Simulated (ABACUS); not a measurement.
# Si: geometry relaxation (part 1 of 2)

- system: Si (Fd-3m, 2 atoms in the cell)
- method: Kohn-Sham DFT of a periodic cell, SCAN, SG15 ONCV 1.2 PBE, no spin polarisation (ABACUS 3.10.1)

The structure derives from a Materials Project entry.

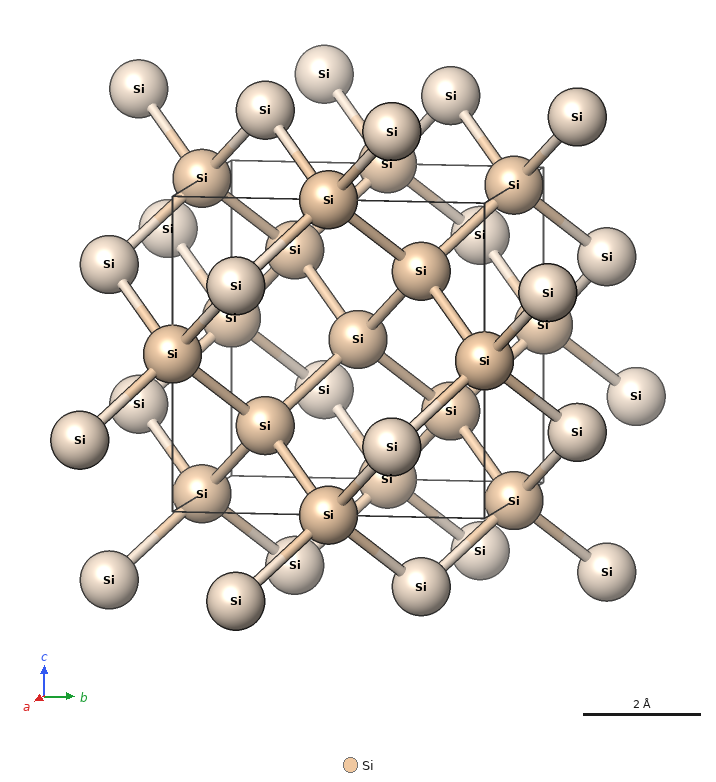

*The structure as given in the input (ball-and-stick view of the cell 4 times as large as that of the calculation, set on its symmetry axes, seen slightly off an axis; neighbours outside the cell are drawn fainter).*

Input
```python
"""Relaxation by an ASE optimiser with ABACUS as a small file-based calculator."""
import re
import subprocess
import numpy as np
from ase.calculators.calculator import Calculator, all_changes
from ase.filters import FrechetCellFilter
from ase.io import read
from ase.optimize import FIRE
from ase.stress import full_3x3_to_voigt_6_stress
from ase.units import Bohr, GPa

atoms = read("Si.xyz")
atoms = atoms[(-atoms.numbers).argsort(kind="stable")]  # ABACUS lists atoms element by element
pseudo = {'Si': 'Si_ONCV_PBE-1.2.upf'}
orbital = {}
magmoms = None
kmesh = [5, 5, 5]
params = {
    'suffix': 'Si',
    'calculation': 'scf',
    'basis_type': 'pw',
    'pseudo_dir': './',
    'symmetry': 1,
    'dft_functional': 'scan',
    'ecutwfc': 69,
    'pseudo_rcut': 7,
    'nspin': 1,
    'nbands': 8,
    'ks_solver': 'dav',
    'smearing_method': 'fd',
    'smearing_sigma': 0.00367493,
    'scf_thr': 1e-08,
    'scf_nmax': 100,
    'mixing_type': 'broyden',
    'mixing_beta': 0.7,
    'cal_force': 1,
    'cal_stress': 1,
    'mixing_tau': 1,
    'kpar': 4,
}


def write_input(atoms):
    symbols = atoms.get_chemical_symbols()
    elements = list(dict.fromkeys(symbols))
    lines = ["ATOMIC_SPECIES"] + [f"{e} {atoms.get_masses()[symbols.index(e)]:.4f} {pseudo[e]}" for e in elements]
    if orbital:
        lines += ["", "NUMERICAL_ORBITAL"] + [orbital[e] for e in elements]
    lines += ["", "LATTICE_CONSTANT", f"{1 / Bohr:.10f}", "", "LATTICE_VECTORS"]
    lines += [" ".join(f"{x:.10f}" for x in v) for v in atoms.cell]
    lines += ["", "ATOMIC_POSITIONS", "Direct"]
    for e in elements:
        lines += ["", e, "0.0", str(symbols.count(e))]
        for i, p in enumerate(atoms.get_scaled_positions(wrap=False)):
            if symbols[i] == e:
                mag = "" if magmoms is None else " mag " + " ".join(str(x) for x in (magmoms[i] if isinstance(magmoms[i], list) else [magmoms[i]]))
                lines.append(" ".join(f"{x:.10f}" for x in p) + " 1 1 1" + mag)
    open("STRU", "w").write("\n".join(lines) + "\n")
    open("KPT", "w").write("K_POINTS\n0\nGamma\n%d %d %d 0 0 0\n" % tuple(kmesh))
    open("INPUT", "w").write("INPUT_PARAMETERS\n" + "".join(f"{k:<20s}{v}\n" for k, v in params.items()))


class Abacus(Calculator):
    implemented_properties = ["energy", "free_energy", "forces", "stress"]

    def calculate(self, atoms=None, properties=("energy",), system_changes=all_changes):
        super().calculate(atoms, properties, system_changes)
        write_input(self.atoms)
        subprocess.run(['mpirun', '-np', '4', 'abacus'], check=True)
        log = open("OUT.Si/running_scf.log").read()
        if "charge density convergence is achieved" not in log:
            raise RuntimeError("SCF not converged")
        rows = lambda title, n: np.array([l.split()[-3:] for l in log.split(title)[-1].split("\n")[2:2 + n]], float)
        energy = float(re.findall(r"FINAL_ETOT_IS (\S+)", log)[-1])
        stress = -rows("TOTAL-STRESS", 3) / 10 * GPa  # ABACUS prints kbar, compression positive
        self.results = dict(energy=energy, free_energy=energy, forces=rows("TOTAL-FORCE", len(self.atoms)), stress=full_3x3_to_voigt_6_stress(stress))


atoms.calc = Abacus()
opt = FIRE(FrechetCellFilter(atoms), logfile="opt.log", trajectory="relax.traj")
print("optimiser converged:", opt.run(fmax=0.02, steps=60))
```

File Si.xyz
```
2
Lattice="0.0000000000 2.7218511865 2.7218511865 2.7218511865 0.0000000000 2.7218511865 2.7218511865 2.7218511865 0.0000000000" Properties=species:S:1:pos:R:3 pbc="T T T"
Si     2.7218511865      2.7218511865      2.7218511865
Si     4.0827767798      4.0827767798      4.0827767798
```

File INPUT
```
INPUT_PARAMETERS
suffix              Si
calculation         scf
basis_type          pw
pseudo_dir          ./
symmetry            1
dft_functional      scan
ecutwfc             69
pseudo_rcut         7
nspin               1
nbands              8
ks_solver           dav
smearing_method     fd
smearing_sigma      0.00367493
scf_thr             1e-08
scf_nmax            100
mixing_type         broyden
mixing_beta         0.7
cal_force           1
cal_stress          1
mixing_tau          1
kpar                4
```

File STRU
```
ATOMIC_SPECIES
Si 28.0850 Si_ONCV_PBE-1.2.upf

LATTICE_CONSTANT
1.8897261258

LATTICE_VECTORS
0.0000000000 2.7233586101 2.7233586101
2.7233586101 0.0000000000 2.7233586101
2.7233586101 2.7233586101 0.0000000000

ATOMIC_POSITIONS
Direct

Si
0.0
2
0.5000000000 0.5000000000 0.5000000000 1 1 1
0.7500000000 0.7500000000 0.7500000000 1 1 1
```

File KPT
```
K_POINTS
0
Gamma
5 5 5 0 0 0
```

Run on 4 threads of AMD EPYC (Zen 5), 64 GiB of memory available, shared host.

Command:
```bash
OMP_NUM_THREADS=1 python run_abacus.py > log
```

The program's output
```
ABACUS v3.10.1

               Atomic-orbital Based Ab-initio Computation at UStc

 ------------------------------------------------------------------------------------

 READING GENERAL INFORMATION
                           global_out_dir = OUT.Si/
                           global_in_card = INPUT
                               pseudo_dir = ./
                              orbital_dir =
                                    DSIZE = 4
                                    GSIZE = 1

 READING UNITCELL INFORMATION
                                    ntype = 1
                  lattice constant (Bohr) = 1.88973
              lattice constant (Angstrom) = 1

 READING ATOM TYPE 1
                               atom label = Si
                      L=0, number of zeta = 1
                      L=1, number of zeta = 1
                      L=2, number of zeta = 1
             number of atom for this type = 2

                        TOTAL ATOM NUMBER = 2
DIRECT COORDINATES
    atom                   x                   y                   z     mag                  vx                  vy                  vz
taud_Si1            0.5000000000        0.5000000000        0.5000000000  0.0000        0.0000000000        0.0000000000        0.0000000000
taud_Si2            0.7500000000        0.7500000000        0.7500000000  0.0000        0.0000000000        0.0000000000        0.0000000000

                          Volume (Bohr^3) = 272.61
                             Volume (A^3) = 40.3965

 Lattice vectors: (Cartesian coordinate: in unit of a_0)
                   +0            +2.72336            +2.72336
             +2.72336                  +0            +2.72336
             +2.72336            +2.72336                  +0
 Reciprocal vectors: (Cartesian coordinate: in unit of 2 pi/a_0)
            -0.183597           +0.183597           +0.183597
            +0.183597           -0.183597           +0.183597
            +0.183597           +0.183597           -0.183597
 The esolver type has been set to : ksdft_pw

                PAO radial cut off (Bohr) = 7

 Read in pseudopotential file is Si_ONCV_PBE-1.2.upf
                     pseudopotential type = NC
          exchange-correlation functional = PBE
                 nonlocal core correction = 0
                        valence electrons = 4
                                     lmax = 1
                           number of zeta = 0
                     number of projectors = 4
                           L of projector = 0
                           L of projector = 0
                           L of projector = 1
                           L of projector = 1
 XC functional updated to : scan
          exchange-correlation functional = SCAN
     initial pseudo atomic orbital number = 0

 SETUP THE ELECTRONS NUMBER
            electron number of element Si = 4
      total electron number of element Si = 8
            AUTOSET number of electrons:  = 8
                           occupied bands = 4
                                   NBANDS = 8
                                   NLOCAL = 18

 SETUP THE PLANE WAVE BASIS
 energy cutoff for charge/potential (unit:Ry) = 276
            fft grid for charge/potential = [ 40, 40, 40 ]
                        fft grid division = [ 1, 1, 1 ]
        big fft grid for charge/potential = [ 40, 40, 40 ]
                                     nbxx = 64000
                                     nrxx = 64000

 SETUP PLANE WAVES FOR CHARGE/POTENTIAL
                    number of plane waves = 21187
                         number of sticks = 1015

 PARALLEL PW FOR CHARGE/POTENTIAL
     PROC   COLUMNS(POT)             PW
        1           1015          21187
 --------------- sum -------------------
        1           1015          21187
                            number of |g| = 250
                                  max |g| = 24.9438
                                  min |g| = 0

----------- Double Check Mixing Parameters Begin ------------
mixing_type: broyden
mixing_beta: 0.7
mixing_gg0: 1
mixing_gg0_min: 0.1
mixing_ndim: 8
----------- Double Check Mixing Parameters End ------------

 LATTICE VECTORS: (CARTESIAN COORDINATE: IN UNIT OF A0)
                   +0            +2.72336            +2.72336
             +2.72336                  +0            +2.72336
             +2.72336            +2.72336                  +0
                       right hand lattice = 1
                                   NORM_A = 3.85141
                                   NORM_B = 3.85141
                                   NORM_C = 3.85141
                           ALPHA (DEGREE) = 60
                           BETA  (DEGREE) = 60
                           GAMMA (DEGREE) = 60

 The lattice vectors have been changed (STRU_SIMPLE.cif)

(for optimal symmetric configuration:)
                             BRAVAIS TYPE = 3
                     BRAVAIS LATTICE NAME = 03. Cubic F (face-centered)
                                    ibrav = 3
                                    IBRAV = 3
                                  BRAVAIS = FACE CENTERED CUBIC
                       LATTICE CONSTANT A = 5.44672
Original cell was already a primitive cell.
                        ROTATION MATRICES = 48
              PURE POINT GROUP OPERATIONS = 24
                   SPACE GROUP OPERATIONS = 48
                                       C2 = 3
                                       C3 = 8
                                       C4 = 0
                                       C6 = 0
                                       S1 = 6
                                       S3 = 0
                                       S4 = 6
                                       S6 = 0
                              POINT GROUP = T_d
               POINT GROUP IN SPACE GROUP = O_h

 SETUP K-POINTS
                                    nspin = 1
                   Input type of k points = Monkhorst-Pack(Gamma)
                                   nkstot = 125
                       right hand lattice = 1
(for reciprocal lattice: )
                             BRAVAIS TYPE = 2
                     BRAVAIS LATTICE NAME = 02. Cubic I (body-centered)
                                    ibrav = 2
                       right hand lattice = 1
(for k-lattice: )
                             BRAVAIS TYPE = 2
                     BRAVAIS LATTICE NAME = 02. Cubic I (body-centered)
                                    ibrav = 2
                       right hand lattice = 1
                        ROTATION MATRICES = 48
                               nkstot_ibz = 10
K-POINTS REDUCTION ACCORDING TO SYMMETRY
     IBZ    DIRECT_X    DIRECT_Y    DIRECT_Z  WEIGHT  ibz2bz
       1  0.00000000  0.00000000  0.00000000  0.0080       0
       2  0.20000000  0.20000000  0.20000000  0.0640       1
       3  0.40000000  0.40000000  0.40000000  0.0640       2
       4  0.20000000  0.20000000  0.00000000  0.0480       6
       5  0.40000000  0.40000000  0.20000000  0.1920       7
       6 -0.40000000  0.40000000  0.40000000  0.1920       8
       7  0.40000000  0.20000000  0.20000000  0.0960       9
       8  0.40000000  0.40000000  0.00000000  0.0480      12
       9 -0.20000000  0.40000000  0.40000000  0.0960      13
      10 -0.40000000  0.40000000  0.20000000  0.1920      38

                               nkstot now = 10
[... K-POINTS DIRECT COORDINATES: 10 rows ...]

           k-point number in this process = 3
       minimum distributed K point number = 2
[... stars of the k points ...]

[... K-POINTS CARTESIAN COORDINATES: 3 rows ...]

[... K-POINTS DIRECT COORDINATES: 3 rows ...]

 SETUP PLANE WAVES FOR WAVE FUNCTIONS
     energy cutoff for wavefunc (unit:Ry) = 69
              fft grid for wave functions = [ 40, 40, 40 ]
                    number of plane waves = 3119
                         number of sticks = 283

 PARALLEL PW FOR WAVE FUNCTIONS
     PROC   COLUMNS(POT)             PW
        1            283           3119
 --------------- sum -------------------
        1            283           3119

 SETUP NONLOCAL PSEUDOPOTENTIALS IN PLANE WAVE BASIS
 Si non-local projectors:
 projector 1 L=0
 projector 2 L=0
 projector 3 L=1
 projector 4 L=1
      TOTAL NUMBER OF NONLOCAL PROJECTORS = 16

 Init Non-Local PseudoPotential table :
 Init Non-Local-Pseudopotential done.

                                     npwx = 2685

 -------------------------------------------
 SELF-CONSISTENT
 -------------------------------------------
                                 init_chg = atomic

 PW ALGORITHM --------------- ION=   1  ELEC=   1--------------------------------
 Notice: Threshold on eigenvalues was too large.
 hsover_error=0.08 > DRHO=0.0406472
 Origin diag ethr = 0.01
 New diag ethr = 0.00050809
```
